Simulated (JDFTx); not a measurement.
**La: geometry relaxation (part 2 of 2)**

La (P6₃/mmc, 4 atoms in the cell); Kohn-Sham DFT of a periodic cell, r2SCAN, SG15-PBE-1.2, no spin polarisation (JDFTx 1.7.0 (patched build)); cutoff 1088.45 eV, 3×3×1 k-mesh, fermi-dirac of 0.05 eV. The structure derives from an entry of the Crystallography Open Database. The settings are looser than a standard set-up, so the numbers are not reference values.

Geometry of the input (Å; fractional positions):
```
3.7700  0.0000  0.0000
-1.8850  3.2649  0.0000
0.0000  0.0000  12.1590
La 0.6667  0.3333  0.2500
La 0.3333  0.6667  0.7500
La 0.0000  0.0000  0.5000
La 0.0000  0.0000  0.0000
```

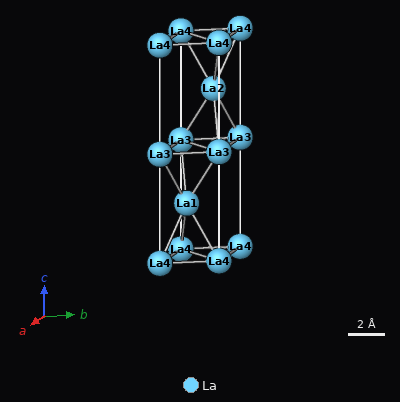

The geometry at step 3 of the log (ball-and-stick view of the cell of the calculation, seen slightly off an axis; atoms are numbered from 1 in the order of the input).

What the program printed, continued
```
LatticeMinimize: Iter:   2  F: -127.855135339752891  |grad|_K:  2.222e-03  alpha:  2.186e-01  linmin:  8.770e-01

-------- Electronic minimization -----------
Will mix electronic and kinetic density at each iteration.
	FillingsUpdate:  mu: +0.472785204  nElectrons: 44.000000
	FillingsUpdate:  mu: +0.473017210  nElectrons: 44.000000
SCF: Cycle:  0   F: -127.854936383020430   dF: -2.622e-03   |Residual|: 2.419e-02   |deigs|: 8.044e-05
	FillingsUpdate:  mu: +0.473378905  nElectrons: 44.000000
SCF: Cycle:  1   F: -127.855095926289039   dF: -1.595e-04   |Residual|: 1.443e-02   |deigs|: 5.674e-04
	FillingsUpdate:  mu: +0.473882900  nElectrons: 44.000000
[... 30 further cycles ...]
SCF: Cycle: 32   F: -127.855209996974651   dF: -6.332e-10   |Residual|: 1.039e-05   |deigs|: 1.314e-07
	FillingsUpdate:  mu: +0.473833013  nElectrons: 44.000000
SCF: Cycle: 33   F: -127.855209997645900   dF: -6.712e-10   |Residual|: 1.112e-05   |deigs|: 2.381e-07
SCF: Converged (|Delta E|<1.000000e-09 for 2 iters).

Setting wave functions to eigenvectors of Hamiltonian
# Lattice vectors:
R =
[      6.41693     -3.20847            0  ]
[            0      5.55723            0  ]
[            0            0      24.1636  ]
unit cell volume = 861.681

# Strain tensor in Cartesian coordinates:
[   -0.0992855            0            0  ]
[            0   -0.0992855            0  ]
[            0            0    0.0516338  ]

# Stress tensor in Cartesian coordinates [Eh/a0^3]:
[  1.85913e-06            0            0  ]
[            0  1.85913e-06            0  ]
[            0            0 -3.04816e-06  ]

# Ionic positions in lattice coordinates:
ion La   0.666666666666667   0.333333333333333   0.250000000000000 1
ion La   0.333333333333333   0.666666666666667   0.750000000000000 1
ion La  -0.000000000000000  -0.000000000000000   0.500000000000000 1
ion La  -0.000000000000000  -0.000000000000000  -0.000000000000000 1

# Forces in Cartesian coordinates:
force La  -0.000000000000000  -0.000000000000000   0.000000000000000 1
force La  -0.000000000000000  -0.000000000000000   0.000000000000000 1
force La  -0.000000000000000  -0.000000000000000   0.000000000000000 1
force La   0.000000000000000   0.000000000000000  -0.000000000000000 1

# Energy components:
   Eewald =     -116.2124412649450704
       EH =       13.4966280651759227
     Eloc =      -50.1855557521180273
      Enl =       11.3241953523315573
      Exc =      -17.4820203868442299
       KE =       31.2055951779993528
-------------------------------------
     Etot =     -127.8535988084005055
       TS =        0.0016111892453894
-------------------------------------
        F =     -127.8552099976459004

LatticeMinimize: Iter:   3  F: -127.855209997645900  |grad|_K:  3.457e-04  alpha:  1.000e+00  linmin:  9.985e-01

-------- Electronic minimization -----------
Will mix electronic and kinetic density at each iteration.
	FillingsUpdate:  mu: +0.473833013  nElectrons: 44.000000
	FillingsUpdate:  mu: +0.473881789  nElectrons: 44.000000
SCF: Cycle:  0   F: -127.855206663077283   dF: -4.867e-05   |Residual|: 3.326e-03   |deigs|: 1.511e-06
	FillingsUpdate:  mu: +0.473829369  nElectrons: 44.000000
SCF: Cycle:  1   F: -127.855209689555210   dF: -3.026e-06   |Residual|: 1.919e-03   |deigs|: 7.597e-05
	FillingsUpdate:  mu: +0.473758625  nElectrons: 44.000000
[... 13 further cycles ...]
SCF: Cycle: 15   F: -127.855211785488621   dF: -6.263e-10   |Residual|: 5.701e-06   |deigs|: 1.411e-07
	FillingsUpdate:  mu: +0.473761797  nElectrons: 44.000000
SCF: Cycle: 16   F: -127.855211786274765   dF: -7.861e-10   |Residual|: 4.017e-06   |deigs|: 1.736e-07
SCF: Converged (|Delta E|<1.000000e-09 for 2 iters).

Setting wave functions to eigenvectors of Hamiltonian
# Lattice vectors:
R =
[      6.41372     -3.20686            0  ]
[            0      5.55444            0  ]
[            0            0      24.1829  ]
unit cell volume = 861.509

# Strain tensor in Cartesian coordinates:
[   -0.0997365            0            0  ]
[            0   -0.0997365            0  ]
[            0            0    0.0524768  ]

# Stress tensor in Cartesian coordinates [Eh/a0^3]:
[ -3.95033e-08            0            0  ]
[            0 -3.95033e-08            0  ]
[            0            0  1.85223e-07  ]

# Ionic positions in lattice coordinates:
ion La   0.666666666666667   0.333333333333333   0.250000000000000 1
ion La   0.333333333333333   0.666666666666667   0.750000000000000 1
ion La  -0.000000000000000  -0.000000000000000   0.500000000000000 1
ion La  -0.000000000000000  -0.000000000000000  -0.000000000000000 1

# Forces in Cartesian coordinates:
force La  -0.000000000000000   0.000000000000000  -0.000000000000000 1
force La  -0.000000000000000  -0.000000000000000   0.000000000000000 1
force La   0.000000000000000   0.000000000000000   0.000000000000000 1
force La  -0.000000000000000  -0.000000000000000  -0.000000000000000 1

# Energy components:
   Eewald =     -116.2125580355674970
       EH =       13.5005660073528304
     Eloc =      -50.1900696579434893
      Enl =       11.3238151625465804
      Exc =      -17.4826986139340192
       KE =       31.2073487459064864
-------------------------------------
     Etot =     -127.8535963916391296
       TS =        0.0016153946356294
-------------------------------------
        F =     -127.8552117862747650

LatticeMinimize: Iter:   4  F: -127.855211786274765  |grad|_K:  1.661e-05  alpha:  1.000e+00  linmin:  9.087e-01

-------- Electronic minimization -----------
Will mix electronic and kinetic density at each iteration.
	FillingsUpdate:  mu: +0.473761797  nElectrons: 44.000000
	FillingsUpdate:  mu: +0.473781825  nElectrons: 44.000000
SCF: Cycle:  0   F: -127.855211768988113   dF: -9.344e-08   |Residual|: 1.625e-04   |deigs|: 3.023e-08
	FillingsUpdate:  mu: +0.473783270  nElectrons: 44.000000
SCF: Cycle:  1   F: -127.855211785724521   dF: -1.674e-08   |Residual|: 9.300e-05   |deigs|: 7.432e-06
	FillingsUpdate:  mu: +0.473785049  nElectrons: 44.000000
[... 3 further cycles ...]
SCF: Cycle:  5   F: -127.855211789990619   dF: -2.865e-10   |Residual|: 1.383e-05   |deigs|: 3.633e-07
	FillingsUpdate:  mu: +0.473785354  nElectrons: 44.000000
SCF: Cycle:  6   F: -127.855211790157043   dF: -1.664e-10   |Residual|: 7.249e-06   |deigs|: 7.939e-07
SCF: Converged (|Delta E|<1.000000e-09 for 2 iters).

Setting wave functions to eigenvectors of Hamiltonian
# Lattice vectors:
R =
[      6.41378     -3.20689            0  ]
[            0       5.5545            0  ]
[            0            0      24.1818  ]
unit cell volume = 861.486

# Strain tensor in Cartesian coordinates:
[   -0.0997273            0            0  ]
[            0   -0.0997273            0  ]
[            0            0    0.0524276  ]

# Stress tensor in Cartesian coordinates [Eh/a0^3]:
[  4.48226e-09            0            0  ]
[            0  4.48226e-09            0  ]
[            0            0 -1.87034e-08  ]

# Ionic positions in lattice coordinates:
ion La   0.666666666666667   0.333333333333333   0.250000000000000 1
ion La   0.333333333333333   0.666666666666667   0.750000000000000 1
ion La  -0.000000000000000  -0.000000000000000   0.500000000000000 1
ion La   0.000000000000000  -0.000000000000000  -0.000000000000000 1

# Forces in Cartesian coordinates:
force La  -0.000000000000000  -0.000000000000000  -0.000000000000000 1
force La  -0.000000000000000  -0.000000000000000  -0.000000000000000 1
force La  -0.000000000000000  -0.000000000000000  -0.000000000000000 1
force La   0.000000000000000   0.000000000000000   0.000000000000000 1

# Energy components:
   Eewald =     -116.2139108997034640
       EH =       13.4999178078042892
     Eloc =      -50.1880949929990408
      Enl =       11.3238012818023783
      Exc =      -17.4827213495544562
       KE =       31.2074115011775142
-------------------------------------
     Etot =     -127.8535966514727420
       TS =        0.0016151386843067
-------------------------------------
        F =     -127.8552117901570426

LatticeMinimize: Iter:   5  F: -127.855211790157043  |grad|_K:  1.696e-06  alpha:  1.000e+00  linmin:  9.997e-01

-------- Electronic minimization -----------
Will mix electronic and kinetic density at each iteration.
	FillingsUpdate:  mu: +0.473785354  nElectrons: 44.000000
	FillingsUpdate:  mu: +0.473783097  nElectrons: 44.000000
SCF: Cycle:  0   F: -127.855211789299958   dF: -9.399e-11   |Residual|: 3.045e-06   |deigs|: 1.958e-08
	FillingsUpdate:  mu: +0.473783159  nElectrons: 44.000000
SCF: Cycle:  1   F: -127.855211790309411   dF: -1.009e-09   |Residual|: 1.541e-05   |deigs|: 2.809e-07
	FillingsUpdate:  mu: +0.473783170  nElectrons: 44.000000
SCF: Cycle:  2   F: -127.855211790273984   dF: +3.543e-11   |Residual|: 1.769e-05   |deigs|: 8.861e-08
	FillingsUpdate:  mu: +0.473783151  nElectrons: 44.000000
SCF: Cycle:  3   F: -127.855211790382057   dF: -1.081e-10   |Residual|: 1.576e-05   |deigs|: 1.936e-07
	FillingsUpdate:  mu: +0.473783110  nElectrons: 44.000000
SCF: Cycle:  4   F: -127.855211790468474   dF: -8.642e-11   |Residual|: 1.251e-05   |deigs|: 2.669e-07
SCF: Converged (|Delta E|<1.000000e-09 for 2 iters).

Setting wave functions to eigenvectors of Hamiltonian
LatticeMinimize: 	Wolfe criterion not satisfied: alpha: 1  (E-E0)/|gdotd0|: -4.06516  gdotd/gdotd0: 4.52793 (taking cubic step)

-------- Electronic minimization -----------
Will mix electronic and kinetic density at each iteration.
	FillingsUpdate:  mu: +0.473783110  nElectrons: 44.000000
	FillingsUpdate:  mu: +0.473782182  nElectrons: 44.000000
SCF: Cycle:  0   F: -127.855211790425074   dF: +8.342e-12   |Residual|: 2.468e-06   |deigs|: 1.364e-08
	FillingsUpdate:  mu: +0.473782100  nElectrons: 44.000000
SCF: Cycle:  1   F: -127.855211790602539   dF: -1.775e-10   |Residual|: 4.022e-06   |deigs|: 2.760e-07
	FillingsUpdate:  mu: +0.473782075  nElectrons: 44.000000
SCF: Cycle:  2   F: -127.855211790626583   dF: -2.404e-11   |Residual|: 3.805e-06   |deigs|: 5.355e-08
SCF: Converged (|Delta E|<1.000000e-09 for 2 iters).

Setting wave functions to eigenvectors of Hamiltonian
LatticeMinimize: 	Wolfe criterion not satisfied: alpha: 1.53531  (E-E0)/|gdotd0|: -6.129  gdotd/gdotd0: 1.58351 (taking cubic step)

-------- Electronic minimization -----------
Will mix electronic and kinetic density at each iteration.
	FillingsUpdate:  mu: +0.473782075  nElectrons: 44.000000
	FillingsUpdate:  mu: +0.473781420  nElectrons: 44.000000
SCF: Cycle:  0   F: -127.855211790516321   dF: +1.137e-10   |Residual|: 4.163e-06   |deigs|: 1.120e-08
	FillingsUpdate:  mu: +0.473781554  nElectrons: 44.000000
SCF: Cycle:  1   F: -127.855211790595433   dF: -7.911e-11   |Residual|: 3.426e-06   |deigs|: 4.887e-07
	FillingsUpdate:  mu: +0.473781761  nElectrons: 44.000000
SCF: Cycle:  2   F: -127.855211790668079   dF: -7.265e-11   |Residual|: 2.044e-06   |deigs|: 8.733e-07
SCF: Converged (|Delta E|<1.000000e-09 for 2 iters).

Setting wave functions to eigenvectors of Hamiltonian
# Lattice vectors:
R =
[      6.41377     -3.20689            0  ]
[            0      5.55449            0  ]
[            0            0       24.182  ]
unit cell volume = 861.489

# Strain tensor in Cartesian coordinates:
[   -0.0997288            0            0  ]
[            0   -0.0997288            0  ]
[            0            0    0.0524349  ]

# Stress tensor in Cartesian coordinates [Eh/a0^3]:
[  1.60576e-08            0            0  ]
[            0  1.60576e-08            0  ]
[            0            0 -7.39443e-09  ]

# Ionic positions in lattice coordinates:
ion La   0.666666666666667   0.333333333333333   0.250000000000000 1
ion La   0.333333333333333   0.666666666666667   0.750000000000000 1
ion La  -0.000000000000000  -0.000000000000000   0.500000000000000 1
ion La   0.000000000000000  -0.000000000000000  -0.000000000000000 1

# Forces in Cartesian coordinates:
force La   0.000000000000000  -0.000000000000000  -0.000000000000000 1
force La  -0.000000000000000  -0.000000000000000  -0.000000000000000 1
force La   0.000000000000000   0.000000000000000  -0.000000000000000 1
force La   0.000000000000000   0.000000000000000   0.000000000000000 1

# Energy components:
   Eewald =     -116.2137256929709963
       EH =       13.5000128458179152
     Eloc =      -50.1883792803470357
      Enl =       11.3237942044999205
      Exc =      -17.4827189888025885
       KE =       31.2074202932284628
-------------------------------------
     Etot =     -127.8535966185743007
       TS =        0.0016151720937849
-------------------------------------
        F =     -127.8552117906680792

LatticeMinimize: Iter:   6  F: -127.855211790668079  |grad|_K:  2.051e-06  alpha:  1.634e+00  linmin: -6.094e-01
LatticeMinimize: Converged (|Delta F|<1.000000e-06 for 2 iters).

Dumping 'run.eigStats' ...
	eMin: -0.779841 at state 0 ( [ +0.000000 +0.000000 +0.000000 ] spin 0 )
	HOMO: +0.472477 at state 1 ( [ +0.000000 +0.333333 +0.000000 ] spin 0 )
	mu  : +0.473782
	LUMO: +0.500242 at state 0 ( [ +0.000000 +0.000000 +0.000000 ] spin 0 )
	eMax: +0.622755 at state 1 ( [ +0.000000 +0.333333 +0.000000 ] spin 0 )
	HOMO-LUMO gap: +0.027765
	Optical gap  : +0.036271 at state 1 ( [ +0.000000 +0.333333 +0.000000 ] spin 0 )
Done!
```

Trajectory as extended XYZ (Å, eV, eV/Å), 7 frames, from step=0 to step=6
```
4
Lattice="3.7700 0.0000 0.0000 -1.8850 3.2649 0.0000 0.0000 0.0000 12.1590" Properties=species:S:1:pos:R:3:forces:R:3 step=0 energy=-3478.36165
La    1.8850    1.0883    3.0398    0.0000   0.0000   0.0000
La    0.0000    2.1766    9.1193    0.0000   0.0000   0.0000
La    0.0000    0.0000    6.0795    0.0000   0.0000   0.0000
La    0.0000    0.0000    0.0000    0.0000   0.0000   0.0000
4
Lattice="3.5876 0.0000 0.0000 -1.7938 3.1070 0.0000 0.0000 0.0000 12.5090" Properties=species:S:1:pos:R:3:forces:R:3 step=1 energy=-3478.87532
La    1.7938    1.0357    3.1273    0.0000   0.0000   0.0000
La    0.0000    2.0713    9.3818    0.0000   0.0000   0.0000
La    0.0000    0.0000    6.2545    0.0000   0.0000   0.0000
La    0.0000    0.0000    0.0000    0.0000   0.0000   0.0000
4
Lattice="3.3843 0.0000 0.0000 -1.6921 2.9308 0.0000 0.0000 0.0000 12.8667" Properties=species:S:1:pos:R:3:forces:R:3 step=2 energy=-3479.11547
La    1.6921    0.9769    3.2167    0.0000   0.0000   0.0000
La    0.0000    1.9539    9.6500    0.0000   0.0000   0.0000
La    0.0000    0.0000    6.4333    0.0000   0.0000   0.0000
La    0.0000    0.0000    0.0000    0.0000   0.0000   0.0000
4
Lattice="3.3957 0.0000 0.0000 -1.6978 2.9408 0.0000 0.0000 0.0000 12.7868" Properties=species:S:1:pos:R:3:forces:R:3 step=3 energy=-3479.11750
La    1.6978    0.9803    3.1967    0.0000   0.0000   0.0000
La    0.0000    1.9605    9.5901    0.0000   0.0000   0.0000
La    0.0000    0.0000    6.3934    0.0000   0.0000   0.0000
La    0.0000    0.0000    0.0000    0.0000   0.0000   0.0000
4
Lattice="3.3940 0.0000 0.0000 -1.6970 2.9393 0.0000 0.0000 0.0000 12.7970" Properties=species:S:1:pos:R:3:forces:R:3 step=4 energy=-3479.11755
La    1.6970    0.9798    3.1993    0.0000   0.0000   0.0000
La    0.0000    1.9595    9.5978    0.0000   0.0000   0.0000
La    0.0000    0.0000    6.3985    0.0000   0.0000   0.0000
La    0.0000    0.0000    0.0000    0.0000   0.0000   0.0000
4
Lattice="3.3940 0.0000 0.0000 -1.6970 2.9393 0.0000 0.0000 0.0000 12.7965" Properties=species:S:1:pos:R:3:forces:R:3 step=5 energy=-3479.11755
La    1.6970    0.9798    3.1991    0.0000   0.0000   0.0000
La    0.0000    1.9595    9.5973    0.0000   0.0000   0.0000
La    0.0000    0.0000    6.3982    0.0000   0.0000   0.0000
La    0.0000    0.0000    0.0000    0.0000   0.0000   0.0000
4
Lattice="3.3940 0.0000 0.0000 -1.6970 2.9393 0.0000 0.0000 0.0000 12.7966" Properties=species:S:1:pos:R:3:forces:R:3 step=6 energy=-3479.11755
La    1.6970    0.9798    3.1991    0.0000   0.0000   0.0000
La    0.0000    1.9595    9.5974    0.0000   0.0000   0.0000
La    0.0000    0.0000    6.3983    0.0000   0.0000   0.0000
La    0.0000    0.0000    0.0000    0.0000   0.0000   0.0000
```

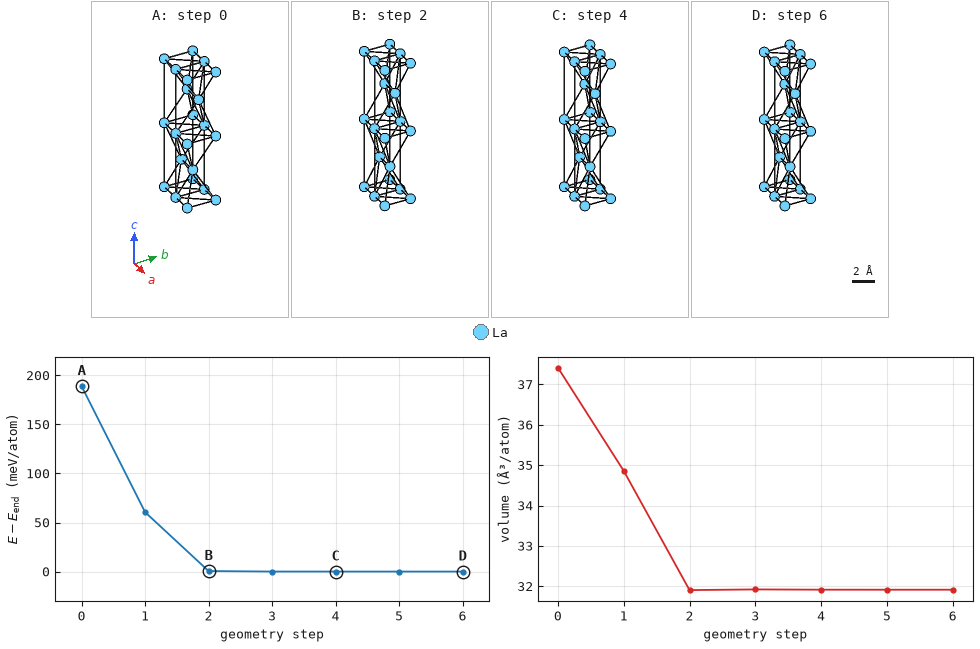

Frames of the relaxation (ball-and-stick view of the cell of the calculation, repeated 2 × 1 × 1, seen slightly off an axis) above the curves, on which the letters mark them (steps are counted from 0).

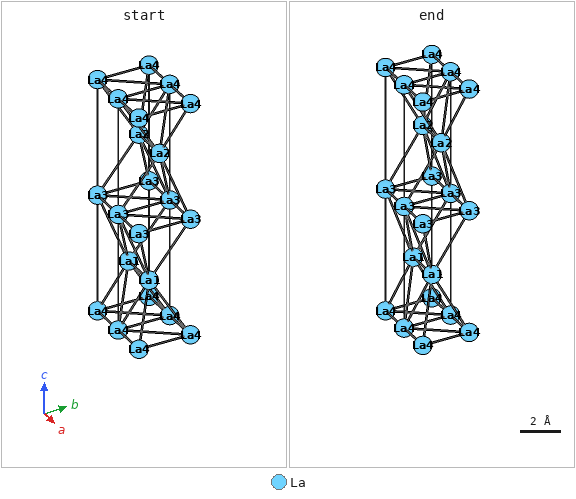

Before (left) and after (right) the relaxation, at one scale (ball-and-stick view of the cell of the calculation, repeated 2 × 1 × 1, seen slightly off an axis). Over 6 geometry steps the energy falls by 189 meV per atom. All forces vanish by symmetry, so only the cell relaxes. The atoms keep their places relative to the cell (all moves are under 0.005 Å). The drawn cell changes as follows: a = b 3.770 → 3.394 Å (−10.0 %), c 12.159 → 12.797 Å (+5.2 %); the volume changes by −14.7 %. Distances before and after: La1–La1 3.770 → 3.394 Å, La1–La3 3.739 → 3.752 Å. The space group stays P6_3/mmc (No. 194). (Atoms are counted from 1 in the order of the input.)

Key numbers

| quantity | value |
| --- | --- |
| outcome | converged |
| space group (tolerance 0.01 Å) | P6₃/mmc (194) |
| electrons treated | 44 |
| free energy | −3479.1176 eV |
| Fermi energy | 12.892 eV |
| gap on the k-point mesh | none (metallic) |
| pressure | 0.00 GPa |
| final volume | 127.66 Å³ |
| largest force (length of the vector) at the end | under 0.001 eV/Å |
| final cell | a = 3.394 Å, b = 3.394 Å, c = 12.797 Å, α = 90.00°, β = 90.00°, γ = 120.00° |
| wall time | 73 min |
| peak memory | 0.46 GiB |

Notes

The settings depart from the standard set-up of this series, which can bear on the numbers. Points of doubt noted for this run: coarse mesh; metagga forces on grid.
